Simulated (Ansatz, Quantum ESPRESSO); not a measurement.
# Complex bands of AlN, zinc blende type, lattice constant set to 4.463 Å, part 2 of 3

Wanted: the complex band structure of AlN, zinc blende type, lattice constant set to 4.463 Å, as for a tunnel barrier.

Quantum ESPRESSO 7.5; plane-wave DFT, LDA, PseudoDojo norm-conserving pseudopotentials; cross-check by Ansatz 0.2.0 with PAW datasets.

So far. Step 2 (SCF with pw.x): The run needed 12 iterations to bring the estimated error under 1e-09 Ry.

The structure was built from a prototype and need not be the compound's stable phase.

## (3) Complex bands with pwcond.x

Level of this step: complex band structure by pwcond; plane-wave DFT, LDA, PseudoDojo norm-conserving pseudopotentials (Quantum ESPRESSO).

ikind = 0 solves one period of the crystal for all kz, real and complex, at each energy and k across. ewind and epsproj trim the two-dimensional plane-wave basis; nz1 sets the subslabs.

File cbs.in:

```
&inputcond
  outdir = './out'
  prefixl = 'scf'
  band_file = 'cbs'
  ikind = 0
  ewind = 4.0
  epsproj = 1e-05
  nz1 = 7
  energy0 = 7.44
  denergy = -0.24
/
4
  0.00000000 0.00000000 1.00000000
  0.50000000 0.00000000 1.00000000
  0.50000000 0.50000000 1.00000000
  0.25000000 0.00000000 1.00000000
40
```

Command:

```sh
OMP_NUM_THREADS=1 mpirun -n 2 pwcond.x -in cbs.in > cbs.out
```

Output:

```text
[banner, memory and clock lines left out]
Program PWCOND v.7.5 starts

          URL

     ./out/scf.save/

     IMPORTANT: XC functional enforced from input :
     Exchange-correlation= PW
                           (   1   4   0   0   0   0   0)
     Any further DFT definition will be discarded
     Please, verify this is what you really want

     Reading collected, re-writing distributed wavefunctions

===== INPUT FILE containing the left lead =====

     GEOMETRY:

     lattice parameter (alat)  =       5.9636  a.u.
     the volume                =     299.9489 (a.u.)^3
     the cross section         =      35.5649 (a.u.)^2
     l of the unit cell        =       1.4142 (alat)
     number of atoms/cell      =            4
     number of atomic types    =            2

     crystal axes: (cart. coord. in units of alat)
               a(1) = (  1.0000  0.0000  0.0000 )
               a(2) = (  0.0000  1.0000  0.0000 )
               a(3) = (  0.0000  0.0000  1.4142 )

   Cartesian axes

     site n.     atom                  positions (alat units)
          1        Al     tau(  1)=(  0.0000  0.0000  1.4142  )
          2        N      tau(  2)=(  0.5000  0.0000  0.3536  )
          3        Al     tau(  3)=(  0.5000  0.5000  0.7071  )
          4        N      tau(  4)=(  0.0000  0.5000  1.0607  )

     nr1s                      =           36
     nr2s                      =           36
     nr3s                      =           45
     nr1sx                     =           36
     nr2sx                     =           36
     nr3sx                     =           45
     nr1                       =           36
     nr2                       =           36
     nr3                       =           45
     nr1x                      =           36
     nr2x                      =           36
     nr3x                      =           45

 _______________________________
  Radii of nonlocal spheres:

     type       ibeta     ang. mom.          radius (alat units)
       Al         1         0                    0.2951
       Al         2         0                    0.2985
       Al         3         1                    0.2985
       Al         4         1                    0.2985
       Al         5         2                    0.2884
       Al         6         2                    0.2918
       N          1         0                    0.1979
       N          2         0                    0.2029
       N          3         1                    0.2247
       N          4         1                    0.2264
----- General information -----

----- Complex band structure calculation -----

     nrx                       =           36
     nry                       =           36
     nz1                       =            7

     energy0               =         7.4E+00
     denergy               =        -2.4E-01
     nenergy               =         40
     ecut2d                =         7.2E+01
     ewind                 =         4.0E+00
     epsproj               =         1.0E-05

     number of k_|| points=    4
                       cryst. coord.
        k(    1) = (   0.0000000   0.0000000), wk =   0.2500000
        k(    2) = (   0.5000000   0.0000000), wk =   0.2500000
        k(    3) = (   0.5000000   0.5000000), wk =   0.2500000
        k(    4) = (   0.2500000   0.0000000), wk =   0.2500000
----- Information about left lead -----

     nocros                   =           18
     noins                    =           34
     norb                     =           70
     norbf                    =           70
     nrz                      =           45

      iorb      type   ibeta   ang. mom.   m       position (alat)
        1        1       1        0        1   taunew(   1)=(  0.0000  0.0000  0.0000)
        2        1       2        0        1   taunew(   2)=(  0.0000  0.0000  0.0000)
        3        1       3        1        1   taunew(   3)=(  0.0000  0.0000  0.0000)
        4        1       3        1        2   taunew(   4)=(  0.0000  0.0000  0.0000)
        5        1       3        1        3   taunew(   5)=(  0.0000  0.0000  0.0000)
        6        1       4        1        1   taunew(   6)=(  0.0000  0.0000  0.0000)
        7        1       4        1        2   taunew(   7)=(  0.0000  0.0000  0.0000)
        8        1       4        1        3   taunew(   8)=(  0.0000  0.0000  0.0000)
        9        1       5        2        1   taunew(   9)=(  0.0000  0.0000  0.0000)
       10        1       5        2        2   taunew(  10)=(  0.0000  0.0000  0.0000)
       11        1       5        2        3   taunew(  11)=(  0.0000  0.0000  0.0000)
       12        1       5        2        4   taunew(  12)=(  0.0000  0.0000  0.0000)
       13        1       5        2        5   taunew(  13)=(  0.0000  0.0000  0.0000)
       14        1       6        2        1   taunew(  14)=(  0.0000  0.0000  0.0000)
       15        1       6        2        2   taunew(  15)=(  0.0000  0.0000  0.0000)
       16        1       6        2        3   taunew(  16)=(  0.0000  0.0000  0.0000)
       17        1       6        2        4   taunew(  17)=(  0.0000  0.0000  0.0000)
       18        1       6        2        5   taunew(  18)=(  0.0000  0.0000  0.0000)
       19        2       1        0        1   taunew(  19)=(  0.5000  0.0000  0.3536)
       20        2       2        0        1   taunew(  20)=(  0.5000  0.0000  0.3536)
       21        2       3        1        1   taunew(  21)=(  0.5000  0.0000  0.3536)
       22        2       3        1        2   taunew(  22)=(  0.5000  0.0000  0.3536)
       23        2       3        1        3   taunew(  23)=(  0.5000  0.0000  0.3536)
       24        2       4        1        1   taunew(  24)=(  0.5000  0.0000  0.3536)
       25        2       4        1        2   taunew(  25)=(  0.5000  0.0000  0.3536)
       26        2       4        1        3   taunew(  26)=(  0.5000  0.0000  0.3536)
       27        1       1        0        1   taunew(  27)=(  0.5000  0.5000  0.7071)
       28        1       2        0        1   taunew(  28)=(  0.5000  0.5000  0.7071)
       29        1       3        1        1   taunew(  29)=(  0.5000  0.5000  0.7071)
       30        1       3        1        2   taunew(  30)=(  0.5000  0.5000  0.7071)
       31        1       3        1        3   taunew(  31)=(  0.5000  0.5000  0.7071)
       32        1       4        1        1   taunew(  32)=(  0.5000  0.5000  0.7071)
       33        1       4        1        2   taunew(  33)=(  0.5000  0.5000  0.7071)
       34        1       4        1        3   taunew(  34)=(  0.5000  0.5000  0.7071)
[...]
47        2       3        1        1   taunew(  47)=(  0.0000  0.5000  1.0607)
       48        2       3        1        2   taunew(  48)=(  0.0000  0.5000  1.0607)
       49        2       3        1        3   taunew(  49)=(  0.0000  0.5000  1.0607)
       50        2       4        1        1   taunew(  50)=(  0.0000  0.5000  1.0607)
       51        2       4        1        2   taunew(  51)=(  0.0000  0.5000  1.0607)
       52        2       4        1        3   taunew(  52)=(  0.0000  0.5000  1.0607)
       53        1       1        0        1   taunew(  53)=(  0.0000  0.0000  1.4142)
       54        1       2        0        1   taunew(  54)=(  0.0000  0.0000  1.4142)
       55        1       3        1        1   taunew(  55)=(  0.0000  0.0000  1.4142)
       56        1       3        1        2   taunew(  56)=(  0.0000  0.0000  1.4142)
       57        1       3        1        3   taunew(  57)=(  0.0000  0.0000  1.4142)
       58        1       4        1        1   taunew(  58)=(  0.0000  0.0000  1.4142)
       59        1       4        1        2   taunew(  59)=(  0.0000  0.0000  1.4142)
       60        1       4        1        3   taunew(  60)=(  0.0000  0.0000  1.4142)
       61        1       5        2        1   taunew(  61)=(  0.0000  0.0000  1.4142)
       62        1       5        2        2   taunew(  62)=(  0.0000  0.0000  1.4142)
       63        1       5        2        3   taunew(  63)=(  0.0000  0.0000  1.4142)
       64        1       5        2        4   taunew(  64)=(  0.0000  0.0000  1.4142)
       65        1       5        2        5   taunew(  65)=(  0.0000  0.0000  1.4142)
       66        1       6        2        1   taunew(  66)=(  0.0000  0.0000  1.4142)
       67        1       6        2        2   taunew(  67)=(  0.0000  0.0000  1.4142)
       68        1       6        2        3   taunew(  68)=(  0.0000  0.0000  1.4142)
       69        1       6        2        4   taunew(  69)=(  0.0000  0.0000  1.4142)
       70        1       6        2        5   taunew(  70)=(  0.0000  0.0000  1.4142)
    k slab    z(k)  z(k+1)     crossing(iorb=1,norb)
    1   0.0000 0.0314 0.0314   1111111111111111110000000000000000000000000000000000000000000000000000
    2   0.0314 0.0629 0.0314   1111111111111111110000000000000000000000000000000000000000000000000000
    3   0.0629 0.0943 0.0314   1111111111111111110000000000000000000000000000000000000000000000000000
    4   0.0943 0.1257 0.0314   1111111111111111110000000000000000000000000000000000000000000000000000
    5   0.1257 0.1571 0.0314   1111111111111111111111111100000000000000000000000000000000000000000000
    6   0.1571 0.1886 0.0314   1111111111111111111111111100000000000000000000000000000000000000000000
    7   0.1886 0.2200 0.0314   1111111111111111111111111100000000000000000000000000000000000000000000
    8   0.2200 0.2514 0.0314   1111111111111111111111111100000000000000000000000000000000000000000000
    9   0.2514 0.2828 0.0314   1111111111111111111111111100000000000000000000000000000000000000000000
   10   0.2828 0.3143 0.0314   1111111111111111111111111100000000000000000000000000000000000000000000
   11   0.3143 0.3457 0.0314   0000000000000000001111111100000000000000000000000000000000000000000000
   12   0.3457 0.3771 0.0314   0000000000000000001111111100000000000000000000000000000000000000000000
   13   0.3771 0.4086 0.0314   0000000000000000001111111100000000000000000000000000000000000000000000
   14   0.4086 0.4400 0.0314   0000000000000000001111111111111111111111111100000000000000000000000000
   15   0.4400 0.4714 0.0314   0000000000000000001111111111111111111111111100000000000000000000000000
   16   0.4714 0.5028 0.0314   0000000000000000001111111111111111111111111100000000000000000000000000
   17   0.5028 0.5343 0.0314   0000000000000000001111111111111111111111111100000000000000000000000000
   18   0.5343 0.5657 0.0314   0000000000000000001111111111111111111111111100000000000000000000000000
   19   0.5657 0.5971 0.0314   0000000000000000000011111111111111111111111100000000000000000000000000
   20   0.5971 0.6285 0.0314   0000000000000000000000000011111111111111111100000000000000000000000000
   21   0.6285 0.6600 0.0314   0000000000000000000000000011111111111111111100000000000000000000000000
   22   0.6600 0.6914 0.0314   0000000000000000000000000011111111111111111100000000000000000000000000
   23   0.6914 0.7228 0.0314   0000000000000000000000000011111111111111111100000000000000000000000000
   24   0.7228 0.7542 0.0314   0000000000000000000000000011111111111111111100000000000000000000000000
   25   0.7542 0.7857 0.0314   0000000000000000000000000011111111111111111100000000000000000000000000
   26   0.7857 0.8171 0.0314   0000000000000000000000000011111111111111111100000000000000000000000000
   27   0.8171 0.8485 0.0314   0000000000000000000000000011111111111111111100111111000000000000000000
   28   0.8485 0.8800 0.0314   0000000000000000000000000011111111111111111111111111000000000000000000
   29   0.8800 0.9114 0.0314   0000000000000000000000000011111111111111111111111111000000000000000000
   30   0.9114 0.9428 0.0314   0000000000000000000000000011111111111111111111111111000000000000000000
   31   0.9428 0.9742 0.0314   0000000000000000000000000011111111111111111111111111000000000000000000
   32   0.9742 1.0057 0.0314   0000000000000000000000000011111111111111111111111111000000000000000000
   33   1.0057 1.0371 0.0314   0000000000000000000000000000000000000000000011111111000000000000000000
   34   1.0371 1.0685 0.0314   0000000000000000000000000000000000000000000011111111000000000000000000
   35   1.0685 1.0999 0.0314   0000000000000000000000000000000000000000000011111111000000000000000000
   36   1.0999 1.1314 0.0314   0000000000000000000000000000000000000000000011111111111111111111111111
   37   1.1314 1.1628 0.0314   0000000000000000000000000000000000000000000011111111111111111111111111
   38   1.1628 1.1942 0.0314   0000000000000000000000000000000000000000000011111111111111111111111111
   39   1.1942 1.2257 0.0314   0000000000000000000000000000000000000000000011111111111111111111111111
   40   1.2257 1.2571 0.0314   0000000000000000000000000000000000000000000011111111111111111111111111
   41   1.2571 1.2885 0.0314   0000000000000000000000000000000000000000000011111111111111111111111111
   42   1.2885 1.3199 0.0314   0000000000000000000000000000000000000000000000000000111111111111111111
   43   1.3199 1.3514 0.0314   0000000000000000000000000000000000000000000000000000111111111111111111
   44   1.3514 1.3828 0.0314   0000000000000000000000000000000000000000000000000000111111111111111111
   45   1.3828 1.4142 0.0314   0000000000000000000000000000000000000000000000000000111111111111111111
 ngper, shell number =          197          30
 ngper, n2d =          197          96
---  E-Ef =    7.4400000  k =    0.0000000   0.0000000
---  ie =          1  ik =          1
 Nchannels of the left tip =            0
 Right moving states:
   k1(2pi/a)   k2(2pi/a)   E-Ef (eV)
 Left moving states:
   k1(2pi/a)   k2(2pi/a)   E-Ef (eV)

---  E-Ef =    7.2000000  k =    0.0000000   0.0000000
---  ie =          2  ik =          1
 Nchannels of the left tip =            0
 Right moving states:
   k1(2pi/a)   k2(2pi/a)   E-Ef (eV)
 Left moving states:
   k1(2pi/a)   k2(2pi/a)   E-Ef (eV)
[... further energies and points left out ...]
---  E-Ef =   -1.6800000  k =    0.2500000   0.0000000
---  ie =         39  ik =          4
 Nchannels of the left tip =            1
 Right moving states:
   k1(2pi/a)   k2(2pi/a)   E-Ef (eV)
   0.3402796  -0.0000000  -1.6800000
 Left moving states:
   k1(2pi/a)   k2(2pi/a)   E-Ef (eV)
  -0.3402796   0.0000000  -1.6800000

---  E-Ef =   -1.9200000  k =    0.2500000   0.0000000
---  ie =         40  ik =          4
 Nchannels of the left tip =            1
 Right moving states:
   k1(2pi/a)   k2(2pi/a)   E-Ef (eV)
   0.3018928  -0.0000000  -1.9200000
 Left moving states:
   k1(2pi/a)   k2(2pi/a)   E-Ef (eV)
  -0.3018928   0.0000000  -1.9200000

Note: The following floating-point exceptions are signalling: IEEE_UNDERFLOW_FLAG IEEE_DENORMAL
Note: The following floating-point exceptions are signalling: IEEE_UNDERFLOW_FLAG IEEE_DENORMAL
```

Elapsed: 68 s, on 2 MPI ranks of Intel Xeon 6975P-C (Granite Rapids), shared host; peak memory 0.13 GiB; 2.3 min of CPU time.

Numbers from this step:

* peak of the smallest κ at the zone centre: 0.257 Å⁻¹
* energy of the peak at the zone centre: 1.68 eV
* peak of the smallest κ at (1/2, 0): 0.477 Å⁻¹
* peak of the smallest κ at (1/2, 1/2): 0.365 Å⁻¹
* peak of the smallest κ at (1/4, 0): 0.499 Å⁻¹

K across = (0, 0) in the cell's reciprocal vectors; values within 0.0025 1/Å of each other count once, columns are sorted by size at each energy, a dash where no further value was kept. Im kz of the slowest decaying states against energy, zero at the highest filled level of the SCF mesh:

| energy (eV) | decay 1 (Å⁻¹) | decay 2 (Å⁻¹) | decay 3 (Å⁻¹) |
| --- | --- | --- | --- |
| -1.92 | 0.352 | 0.787 | 1.60 |
| -1.44 | 0.751 | 1.56 | 2.23 |
| -0.72 | 0.694 | 1.51 | 2.19 |
| -0.24 | 0.653 | 1.47 | 2.16 |
| 0.00 | 0.632 | 1.45 | 2.15 |
| 0.24 | 0.13 | 0.262 | 0.61 |
| 0.72 | 0.208 | 0.458 | 0.562 |
| 1.44 | 0.252 | 0.48 | 0.606 |
| 1.92 | 0.257 | 0.415 | 0.668 |
| 2.40 | 0.244 | 0.333 | 0.714 |
| 3.12 | 0.121 | 0.184 | 0.762 |
| 3.60 | 0.077 | 0.783 | 1.10 |
| 4.08 | 0.799 | 1.05 | 1.81 |
| 4.80 | 0.812 | 0.951 | 1.74 |
| 5.28 | 0.816 | 0.882 | 1.69 |
| 5.76 | 0.061 | 0.805 | 0.816 |
| 6.24 | 0.175 | 0.718 | 0.811 |
| 6.96 | 0.239 | 0.561 | 0.798 |
| 7.44 | 0.259 | 0.422 | 0.783 |

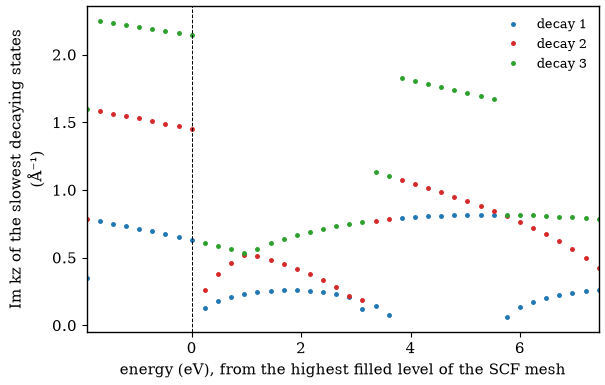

Im kz of the slowest decaying states, plotted against energy.

K across = (0, 0) in the cell's reciprocal vectors. The Re kz of states that move upwards by energy, zero at the highest filled level of the SCF mesh:

| energy (eV) | channel 1 (Å⁻¹) | channel 2 (Å⁻¹) | channel 3 (Å⁻¹) |
| --- | --- | --- | --- |
| -1.92 | -0.513 | - | - |
| -1.20 | -0.367 | 0.546 | 0.547 |
| -0.48 | -0.478 | -0.477 | -0.210 |
| 0.00 | -0.127 | -0.126 | -0.0192 |
| 0.24 | - | - | - |
| 0.96 | - | - | - |
| 1.68 | - | - | - |
| 2.40 | - | - | - |
| 3.12 | - | - | - |
| 3.84 | 0.108 | 0.302 | - |
| 4.56 | 0.285 | 0.460 | - |
| 5.28 | 0.439 | 0.610 | - |
| 6.00 | - | - | - |
| 6.72 | - | - | - |
| 7.44 | - | - | - |

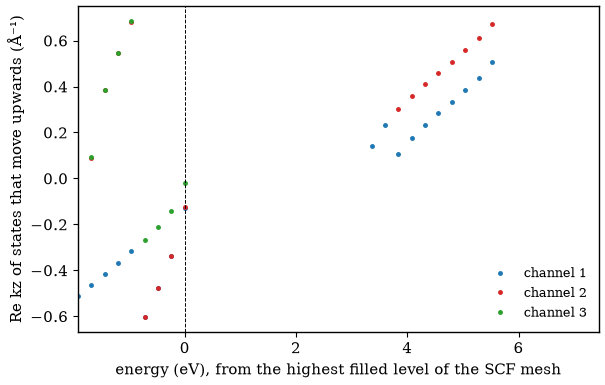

Re kz of states that move upwards against energy.

K across = (1/2, 0) in the cell's reciprocal vectors; values within 0.0025 1/Å of each other count once, columns are sorted by size at each energy, a dash where no further value was kept. Table of Im kz of the slowest decaying states by energy, zero at the highest filled level of the SCF mesh:

| energy (eV) | decay 1 (Å⁻¹) | decay 2 (Å⁻¹) | decay 3 (Å⁻¹) |
| --- | --- | --- | --- |
| -0.96 | 0.883 | 0.896 | 1.41 |
| 0.00 | 0.224 | 0.233 | 0.807 |
| 0.96 | 0.372 | 0.378 | 0.989 |
| 1.92 | 0.443 | 0.449 | 1.03 |
| 2.88 | 0.474 | 0.479 | 0.995 |
| 4.08 | 0.465 | 0.47 | 0.847 |
| 5.04 | 0.413 | 0.419 | 0.717 |
| 6.00 | 0.298 | 0.303 | 0.565 |
| 6.96 | 0.355 | 0.37 | 0.803 |

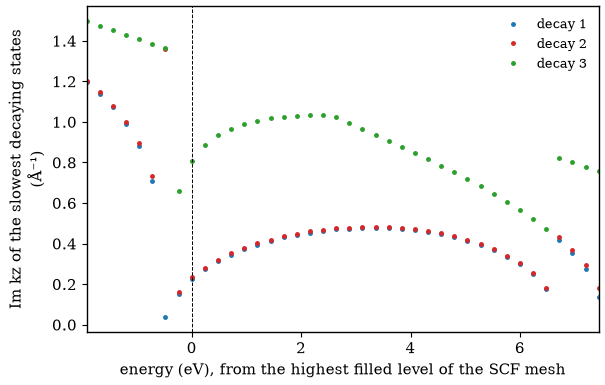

Im kz of the slowest decaying states, plotted against energy.

K across = (1/2, 1/2) in the cell's reciprocal vectors; values within 0.0025 1/Å of each other count once, columns are sorted by size at each energy, a dash where no further value was kept. Table of Im kz of the slowest decaying states by energy, zero at the highest filled level of the SCF mesh:

| energy (eV) | decay 1 (Å⁻¹) | decay 2 (Å⁻¹) | decay 3 (Å⁻¹) |
| --- | --- | --- | --- |
| -0.96 | 0.301 | 0.325 | 0.331 |
| 0.00 | 0.362 | 0.451 | 0.455 |
| 0.96 | 0.354 | 0.513 | - |
| 1.92 | 0.299 | 0.54 | 2.07 |
| 2.88 | 0.167 | 0.544 | 2.00 |
| 4.08 | 0.523 | 1.91 | - |
| 5.04 | 0.484 | 1.83 | - |
| 6.00 | 0.095 | 0.422 | - |
| 6.96 | 0.218 | 0.325 | 1.65 |

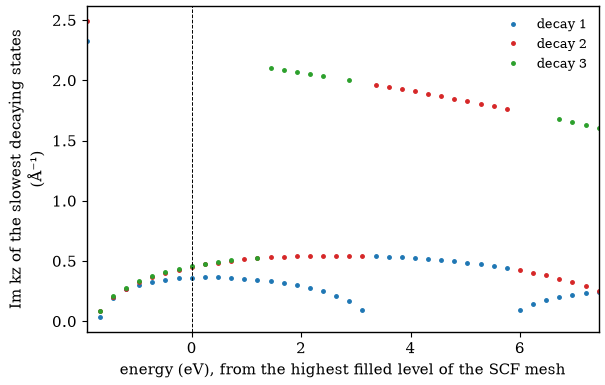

Im kz of the slowest decaying states against energy.

K across = (1/4, 0) in the cell's reciprocal vectors; values within 0.0025 1/Å of each other count once, columns are sorted by size at each energy, a dash where no further value was kept. Im kz of the slowest decaying states against energy, zero at the highest filled level of the SCF mesh:

| energy (eV) | decay 1 (Å⁻¹) | decay 2 (Å⁻¹) | decay 3 (Å⁻¹) |
| --- | --- | --- | --- |
| -1.92 | 0.122 | 0.626 | 1.18 |
| -1.44 | 0.172 | 0.322 | 1.13 |
| -0.72 | 0.073 | 1.04 | 1.70 |
| -0.24 | 0.986 | 1.65 | 1.75 |
| 0.00 | 0.191 | 0.958 | 1.62 |
| 0.24 | 0.264 | 0.338 | 0.929 |
| 0.72 | 0.354 | 0.572 | 0.872 |
| 1.44 | 0.434 | 0.766 | 0.784 |
| 1.92 | 0.466 | 0.724 | 0.862 |
| 2.40 | 0.487 | 0.662 | 0.957 |
| 3.12 | 0.499 | 0.56 | 1.11 |
| 3.60 | 0.482 | 0.496 | 1.10 |
| 4.08 | 0.39 | 0.483 | 1.08 |
| 4.80 | 0.174 | 0.437 | 1.05 |
| 5.28 | 0.373 | 1.03 | 1.20 |
| 5.76 | 0.459 | 1.00 | 1.14 |
| 6.24 | 0.547 | 0.971 | 1.06 |
| 6.96 | 0.146 | 0.623 | 0.918 |
| 7.44 | 0.195 | 0.69 | 0.821 |

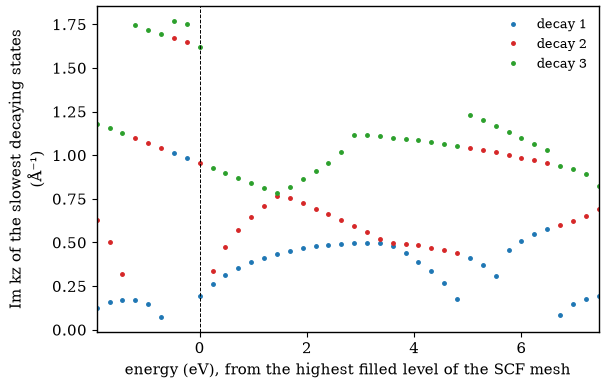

Im kz of the slowest decaying states, plotted against energy.

The program's own clock; routines nest. Time by routine:

| routine | wall time (s) | calls |
| --- | --- | --- |
| PWCOND | 67.51 | 1 |
| scatter_forw | 47.9 | 160 |
| compbs | 18.36 | 160 |
| compbs_2 | 17.24 | 160 |
| local | 0.87 | 4 |
| init | 0.35 | 1 |
| poten | 0.07 | 1 |

(Part 2 of 3 ends here.)

[Logs are printed without paths, hosts, clocks, repeated set-up lines and the standing remarks that a program may print on its own settings, such as how far it seeks lower states.]

[Hosts, paths, dates, database ids (printed as entryN), source tags and the programs' standing remarks are cut or masked in the printed files.]

[Maps of the electrostatic potential energy from Ansatz leave out the sawtooth potential of an applied field or a dipole correction, so their vacuum need not be flat; planar profiles and work functions include it.]
